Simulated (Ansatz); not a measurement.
## Run report: Pt₃H, geometry relaxation (part 2 of 2)

Pt₃H (slab, 4 atoms in the cell); DFT PBEsol, scalar-relativistic, plane waves, PAW, no spin polarisation (Ansatz 0.2.0); cutoff 420 eV, 12×12×1 k-mesh, Gaussian smearing of 0.1 eV. The structure derives from an entry of the Crystallography Open Database. The input holds or restrains some coordinates. Forces given for the steps count only the free coordinates.

Geometry of the input (Å; fractional positions):
```
2.7705  0.0000  0.0000
-1.3852  2.3993  0.0000
0.0000  0.0000  20.0518
Pt 0.6667  0.3333  0.1995
Pt 0.3333  0.6667  0.3130
Pt 0.0000  0.0000  0.4265
H  0.3333  0.6667  0.4455
```

What the program printed, continued:
```
SCF iter   1: F=—  HF=-37166.091591 eV  |F-HF|=—  |Δ(HF+E_count)|=         —  Δρ=6.66e-4  dr2=2.07e-3  ethr=6.34e-5  p=0.025 e·Å  D=3.44e-2 V/Å  ΔV_dip=-0.69 eV  dr2_dipole=5.24e-4  V_vac-E_F(+/−)=5.18/5.87 eV  ⟨swp⟩=2.1  Hψ=1312  notcnv=0  defer=11
efield: sawtooth ramp at fractional position 0.8025 (handed on by an earlier solve), width 0.0400; the density the first Hamiltonian is built on has a dipole p = 0.025 e·Å; the dipole correction subtracts the counter field D = 3.44e-2 V/Å, which shifts the + side's vacuum level by -0.69 eV against the − side's; the planar-averaged density in the ramp window peaks in size at 8.4e-7 e/Å³
preconditioner: auto → LDOS  [metal: Δε(μ)=0.029 eV  Ē_g=7.670 eV  σ=0.100 eV  W_gap=0.16  n_scr=14 (ndim 8)  ℏωp=17.9 eV  f_vac=0.584  D(μ)=4.69/eV (n_scr^D=16)  β→1.0]
SCF iter   2: F=—  HF=-37166.091480 eV  |F-HF|=—  |Δ(HF+E_count)|=   1.11e-4  Δρ=2.14e-4  dr2=1.08e-4  ethr=3.76e-6  p=0.025 e·Å  D=3.38e-2 V/Å  ΔV_dip=-0.68 eV  dr2_dipole=1.57e-5  V_vac-E_F(+/−)=5.19/5.87 eV  ⟨swp⟩=2.0  Hψ=991  notcnv=0  defer=11
SCF iter   3: F=—  HF=-37166.091489 eV  |F-HF|=—  |Δ(HF+E_count)|=   8.83e-6  Δρ=1.62e-4  dr2=1.12e-4  ethr=1.96e-7  p=0.025 e·Å  D=3.36e-2 V/Å  ΔV_dip=-0.67 eV  dr2_dipole=1.03e-5  V_vac-E_F(+/−)=5.19/5.86 eV  ⟨swp⟩=2.9  Hψ=1189  notcnv=0  defer=11
SCF iter   4: F=—  HF=-37166.091472 eV  |F-HF|=—  |Δ(HF+E_count)|=   1.72e-5  Δρ=4.37e-5  dr2=1.09e-5  ethr=1.96e-7  p=0.025 e·Å  D=3.33e-2 V/Å  ΔV_dip=-0.67 eV  dr2_dipole=2.79e-7  V_vac-E_F(+/−)=5.20/5.87 eV  ⟨swp⟩=2.0  Hψ=910  notcnv=0  defer=11
SCF iter   5: F=—  HF=-37166.091472 eV  |F-HF|=—  |Δ(HF+E_count)|=   7.73e-8  Δρ=1.57e-5  dr2=1.15e-6  ethr=1.99e-8  p=0.025 e·Å  D=3.34e-2 V/Å  ΔV_dip=-0.67 eV  dr2_dipole=4.22e-7  V_vac-E_F(+/−)=5.20/5.87 eV  ⟨swp⟩=2.4  Hψ=949  notcnv=0  defer=11
SCF iter   6: F=-37166.091472 eV  HF=-37166.091473 eV  |F-HF|=9.51e-9  |Δ(HF+E_count)|=   4.93e-7  Δρ=5.74e-6  dr2=1.07e-7  ethr=1.96e-9  p=0.025 e·Å  D=3.34e-2 V/Å  ΔV_dip=-0.67 eV  dr2_dipole=4.91e-9  V_vac-E_F(+/−)=5.20/5.87 eV  ⟨swp⟩=10.5  Hψ=2820  notcnv=0
SCF 5 converged in 6 iterations: F = -37166.091472 eV  dr2 = 1.07e-7
relax step   5: F+E_penalty+E_count = -37166.09147250 eV  Δ(F+E_penalty+E_count) = -1.657e-3 eV  max|allowed force component| = 1.980e-3 eV/Å  Δτ_max = 0.0254 Å  (6 SCF iters, dr2 threshold 1.08e-6 eV, accepted)
iter 1 solved again at ethr=1.95e-10 eV; its pass at ethr=3.10e-3 eV (dr2=1.07e-7 eV) is discarded
SCF iter   1: F=—  HF=-37166.091472 eV  |F-HF|=—  |Δ(HF+E_count)|=         —  Δρ=5.74e-6  dr2=1.07e-7  ethr=1.95e-10  p=0.025 e·Å  D=3.34e-2 V/Å  ΔV_dip=-0.67 eV  dr2_dipole=4.86e-9  V_vac-E_F(+/−)=5.20/5.87 eV  ⟨swp⟩=1.2  Hψ=1713  notcnv=0
efield: sawtooth ramp at fractional position 0.8025 (handed on by an earlier solve), width 0.0400; the density the first Hamiltonian is built on has a dipole p = 0.025 e·Å; the dipole correction subtracts the counter field D = 3.34e-2 V/Å, which shifts the + side's vacuum level by -0.67 eV against the − side's; the planar-averaged density in the ramp window peaks in size at 4.8e-7 e/Å³
preconditioner: auto → LDOS  [metal: Δε(μ)=0.030 eV  Ē_g=7.670 eV  σ=0.100 eV  W_gap=0.17  n_scr=14 (ndim 8)  ℏωp=17.9 eV  f_vac=0.584  D(μ)=4.70/eV (n_scr^D=16)  β→1.0]
SCF iter   2: F=-37166.091473 eV  HF=-37166.091473 eV  |F-HF|=6.19e-8  |Δ(HF+E_count)|=   4.01e-7  Δρ=3.43e-6  dr2=7.24e-8  ethr=1.82e-10  p=0.025 e·Å  D=3.34e-2 V/Å  ΔV_dip=-0.67 eV  dr2_dipole=1.13e-8  V_vac-E_F(+/−)=5.20/5.87 eV  ⟨swp⟩=4.4  Hψ=2621  notcnv=0
SCF 6 converged in 2 iterations: F = -37166.091473 eV  dr2 = 7.24e-8
relax step   6: F+E_penalty+E_count = -37166.09147252 eV  Δ(F+E_penalty+E_count) = -2.005e-8 eV  max|allowed force component| = 2.021e-3 eV/Å  Δτ_max = 0.0000 Å  (2 SCF iters, accepted)
```

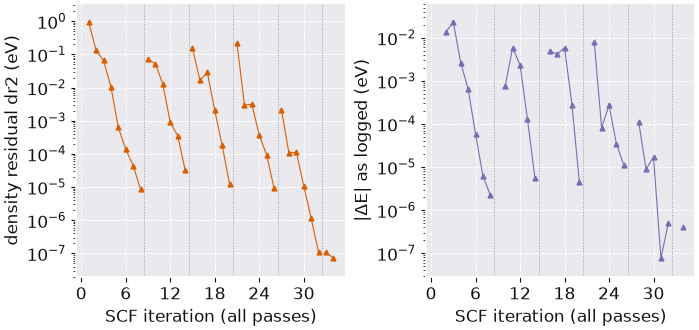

**Figure 1.** Convergence of the self-consistent field: density residual dr2 and size of the energy change against the SCF iteration. The dotted lines part the SCF passes of the relaxation: geometry steps, rejected trials and re-solves on a re-selected basis. The 6 passes take 2 to 8 iterations each, 34 in all.

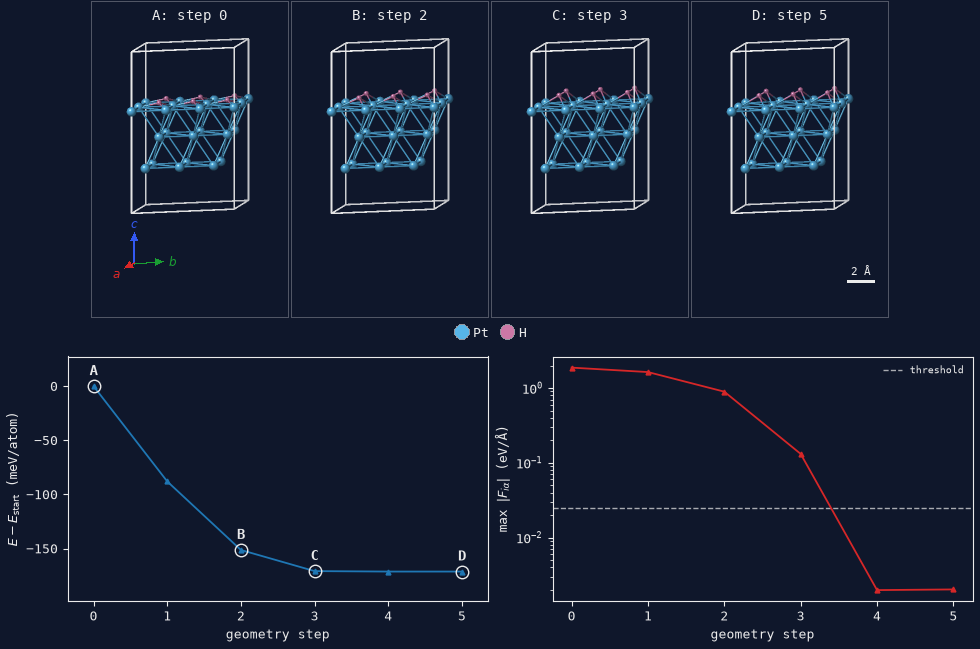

**Figure 2.** Frames of the restrained relaxation (ball-and-stick view of the 2 × 3 repeat of the cell, with the vacuum cut short, seen slightly off an axis) above the curves, on which the letters mark them (the first geometry is step 0 here and step 1 in the log).

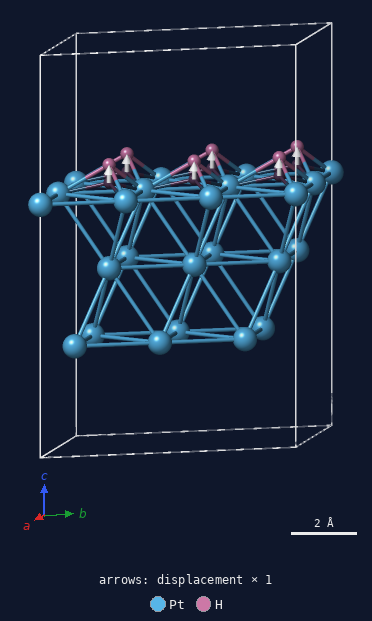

**Figure 3.** Start (faint) and end (solid) with the displacements as white arrows, at true length (ball-and-stick view of the 2 × 3 repeat of the cell, with the vacuum cut short, seen slightly off an axis). The atom that moves furthest is H4 (0.56 Å). Pt stays in place. The cell doesn't change. Among the contacts that change: Pt3–H4 1.644 → 1.858 Å. Among the angles that change: Pt3–H4–Pt3 114.8° → 96.4°. Over 5 geometry steps the energy falls by 171 meV per atom. Largest force component: 1.9 eV/Å at the start, 0.002 eV/Å at the end. (Atoms are counted from 1 in the order of the input.)

```
SCF converged after 2 iterations
Free energy (F): -37166.091473 eV
Harris-Foulkes:  -37166.091473 eV  (|F-HF|=6.19e-8)
Internal energy: -37166.067957 eV  (E = F + TS)
E sigma→0 (E₀):  -37166.079715 eV
Entropy (-TS):   -0.023516 eV (-5.879 meV/atom)
Fermi energy:    4.381560 eV
Dipole field:    D = 0.033241 V/Å  (p = 0.024485 e·Å, saw-weighted, corrected)
Work function:   Φ+ = 5.1967 eV   Φ− = 5.8632 eV
Levels:          The Fermi level and band energies are counted from a zero that moves with the ramp; work functions are not
--- Per-component energies (eV) ---
  E_band       = -1401.413569
  E_kinetic    = 1925.058641
  E_local      = -65638.177452  (includes V_loc(G=0)·N_el)
  E_nonlocal   = 611.048776
  E_hartree    = 31745.330089
  E_xc         = -788.044114
  E_vxc        = -916.294351  (∫ρ·V_xc dr)
  E_paw        = -27949.721506  (= ΣΔE_a)
  E_vpaw       = -873.926229  (= ΣTr[D̂ρ^β])
  E_aug_tail   = -0.000466  (compensation charges beyond the density's cutoff)
  E_efield     = 0.000407  (sawtooth field / dipole correction)
  E_vefield    = 0.241901  (∫n·V_field dr)
  E_ewald      = 22927.576724
  E_core_change = 0.860944  (= ΣΔE_core)
  E_smearing   = -0.023516  (= −TS)
  E_closure    = -0.000000  (closes the sum)
  Σ components = -37166.091473   (vs F -37166.091473, Δ=0.00e0)
--- Forces (eV/Å), atoms counted from 1 ---
  atom   1  Pt     0.00000000     0.00000000    -0.11112918
  atom   2  Pt    -0.00000000     0.00000000    -0.37837397
  atom   3  Pt     0.00000000    -0.00000000     0.48745859
  atom   4  H      0.00000000     0.00000000     0.00202058
  max |Σ_I F_I| component: 2.40e-5 eV/Å
--- Band table (eV; the first three rows and the last of 19) ---
  k-point 0: bands = ["-94.1291", "-94.0299", "-93.6067", "-48.3077", "-48.2515", "-48.2515", "-48.0709", "-48.0516", "-48.0516", "-47.7101", "-47.7101", "-47.5372", "-5.9834", "-4.2831", "-2.7588", "0.3759", "0.4937", "0.5100", "0.5100", "0.8779", "0.8779", "1.3287", "1.3287", "1.5340", "2.7512", "2.7512", "3.3816", "3.3816", "4.2955", "4.2955", "4.5053", "9.1887", "10.1095"]
  k-point 1: bands = ["-94.1276", "-94.0285", "-93.6052", "-48.3059", "-48.2732", "-48.2579", "-48.0876", "-48.0591", "-48.0577", "-47.7343", "-47.7161", "-47.5349", "-5.7453", "-4.0550", "-2.5222", "0.1223", "0.3674", "0.4472", "0.6945", "0.8479", "1.0417", "1.2246", "1.3756", "1.4910", "2.6598", "2.7010", "3.2987", "3.3783", "3.8791", "4.3037", "5.6356", "9.3692", "10.2940"]
  k-point 2: bands = ["-94.1232", "-94.0244", "-93.6011", "-48.3562", "-48.2771", "-48.2754", "-48.1516", "-48.0742", "-48.0608", "-47.7995", "-47.7325", "-47.5288", "-5.0867", "-3.4520", "-1.9212", "-0.3835", "-0.0541", "0.2237", "0.7221", "1.0489", "1.2093", "1.3588", "1.4598", "1.9123", "2.3416", "2.5641", "3.0355", "3.3487", "4.3187", "4.5672", "6.9881", "9.8996", "10.8308"]
  k-point 18: bands = ["-94.1024", "-94.0051", "-93.5814", "-48.5326", "-48.5165", "-48.3309", "-48.3094", "-48.1575", "-48.0824", "-47.9627", "-47.9454", "-47.5008", "-2.5390", "-1.0032", "-0.9598", "-0.7248", "-0.1713", "-0.1327", "0.6146", "0.6589", "1.4246", "1.5141", "2.3262", "2.6862", "3.5903", "4.0030", "4.0916", "7.5663", "8.6078", "9.5177", "10.0051", "11.1794", "11.2629"]
--- Relaxed structure (6 steps of the walk, 6 accepted, 0 SCFs on fresh bases) ---
  F+E_penalty+E_count = -37166.09147252 eV   max|allowed force component| = 2.021e-3 eV/Å
  atoms:
    - { symbol: Pt, position: [0.6666666666666667, 0.33333333333333326, 0.1994836381] }
    - { symbol: Pt, position: [0.3333333333333333, 0.6666666666666666, 0.3129860846] }
    - { symbol: Pt, position: [-1.8503717076008884e-17, -3.238150488543892e-17, 0.4264845406] }
    - { symbol: H, position: [0.3333333333333333, 0.6666666666666666, 0.47363790388851784] }
```

Trajectory as extended XYZ (Å, eV, eV/Å), 6 frames, from step=1 to step=6:
```
4
Lattice="2.7705 0.0000 0.0000 -1.3852 2.3993 0.0000 0.0000 0.0000 20.0518" Properties=species:S:1:pos:R:3:forces:R:3 step=1 energy=-37165.40661
Pt    1.3852    0.7998    4.0000    0.0000   0.0000  -0.0803
Pt    0.0000    1.5995    6.2759    0.0000   0.0000  -0.8356
Pt    0.0000    0.0000    8.5518    0.0000   0.0000  -0.9608
H     0.0000    1.5995    8.9327    0.0000   0.0000   1.8766
4
Lattice="2.7705 0.0000 0.0000 -1.3852 2.3993 0.0000 0.0000 0.0000 20.0518" Properties=species:S:1:pos:R:3:forces:R:3 step=2 energy=-37165.75856
Pt    1.3852    0.7998    4.0000    0.0000   0.0000  -0.0914
Pt    0.0000    1.5995    6.2759    0.0000   0.0000  -0.6660
Pt    0.0000    0.0000    8.5518    0.0000   0.0000  -0.8787
H     0.0000    1.5995    9.1277    0.0000   0.0000   1.6366
4
Lattice="2.7705 0.0000 0.0000 -1.3852 2.3993 0.0000 0.0000 0.0000 20.0518" Properties=species:S:1:pos:R:3:forces:R:3 step=3 energy=-37166.01183
Pt    1.3852    0.7998    4.0000    0.0000   0.0000  -0.1019
Pt    0.0000    1.5995    6.2759    0.0000   0.0000  -0.5092
Pt    0.0000    0.0000    8.5518    0.0000   0.0000  -0.2829
H     0.0000    1.5995    9.3227    0.0000   0.0000   0.8942
4
Lattice="2.7705 0.0000 0.0000 -1.3852 2.3993 0.0000 0.0000 0.0000 20.0518" Properties=species:S:1:pos:R:3:forces:R:3 step=4 energy=-37166.08982
Pt    1.3852    0.7998    4.0000    0.0000   0.0000  -0.1113
Pt    0.0000    1.5995    6.2759    0.0000   0.0000  -0.3607
Pt    0.0000    0.0000    8.5518    0.0000   0.0000   0.6039
H     0.0000    1.5995    9.5227    0.0000   0.0000  -0.1314
4
Lattice="2.7705 0.0000 0.0000 -1.3852 2.3993 0.0000 0.0000 0.0000 20.0518" Properties=species:S:1:pos:R:3:forces:R:3 step=5 energy=-37166.09147
Pt    1.3852    0.7998    4.0000    0.0000   0.0000  -0.1110
Pt    0.0000    1.5995    6.2759    0.0000   0.0000  -0.3784
Pt    0.0000    0.0000    8.5518    0.0000   0.0000   0.4874
H     0.0000    1.5995    9.4973    0.0000   0.0000   0.0020
4
Lattice="2.7705 0.0000 0.0000 -1.3852 2.3993 0.0000 0.0000 0.0000 20.0518" Properties=species:S:1:pos:R:3:forces:R:3 step=6 energy=-37166.09147
Pt    1.3852    0.7998    4.0000    0.0000   0.0000  -0.1111
Pt    0.0000    1.5995    6.2759    0.0000   0.0000  -0.3784
Pt    0.0000    0.0000    8.5518    0.0000   0.0000   0.4875
H     0.0000    1.5995    9.4973    0.0000   0.0000   0.0020
```

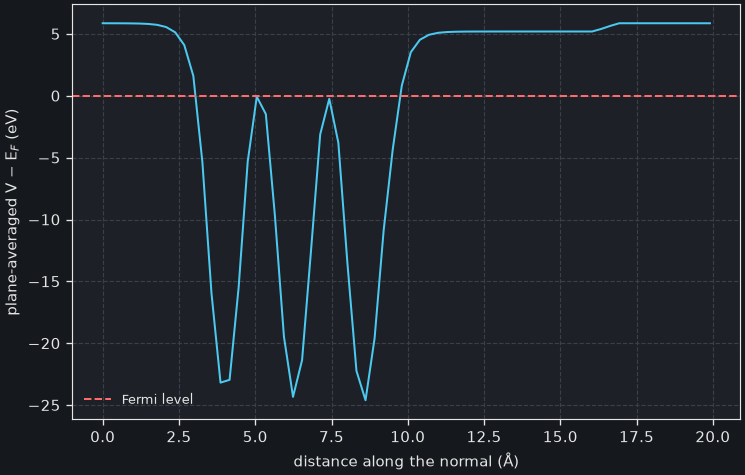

**Figure 4.** Plane average of the electrostatic potential energy of an electron across the cell, from the Fermi level. The vacuum level lies 5.20 eV above the Fermi level on the upper side and 5.86 eV on the lower.

Summary:

| quantity | value |
| --- | --- |
| outcome | converged under the restraints of the input |
| electrons treated | 55 |
| free energy | −37166.0915 eV |
| work function, top face | 5.20 eV |
| work function, bottom face | 5.86 eV |
| Fermi energy | 4.382 eV |
| gap on the k-point mesh | none (metallic) |
| final volume | 133.29 Å³ |
| work function (upper face) | 5.20 eV |
| largest force (length of the vector) at the end, held atoms and coordinates included | 0.487 eV/Å |
| hardware | 1 thread of Arm Neoverse V2, 24 GiB of memory available, shared host |
| wall time | 40 s |
| peak memory | 0.36 GiB |

Remarks:

Spin–orbit coupling is left out, which matters for Pt.
